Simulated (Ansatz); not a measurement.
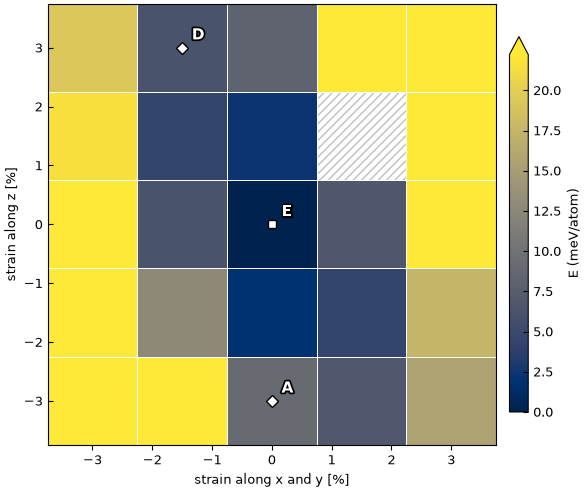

GaN (Fm-3m, No. 225; 2 atoms in the cell). The cell is strained homogeneously, by one strain along x and y and another along z, with fractional coordinates fixed (x, y and z along the cube axes). The first coordinate is: strain along x and y; the second: strain along z. The scan uses a 5 × 5 grid. At 1 point there is no value. Points are written as (first, second). Energies are in meV/atom, from the lowest grid point. The reference cell is the one listed in the database, not relaxed at this level. Theory: DFT PBE, scalar-relativistic, plane waves, PAW in Ansatz. Settings: cutoff 420 eV, k-mesh 14×14×14, gaussian smearing 0.05 eV, no spin polarisation.

In the figure: one coloured cell a grid point, one colour for all values above the top of the scale, hatched blanks where no value was computed, lettered points.

Question: Is A the lowest point of the computed grid?

Answer: No. A lies 9.0 meV/atom above the lowest grid point, which is at (0.0 %, 0.0 %).

Question: Rank the lettered points by energy, lowest first.

Answer: E (0.0 meV/atom), D (6.2 meV/atom), A (9.0 meV/atom).
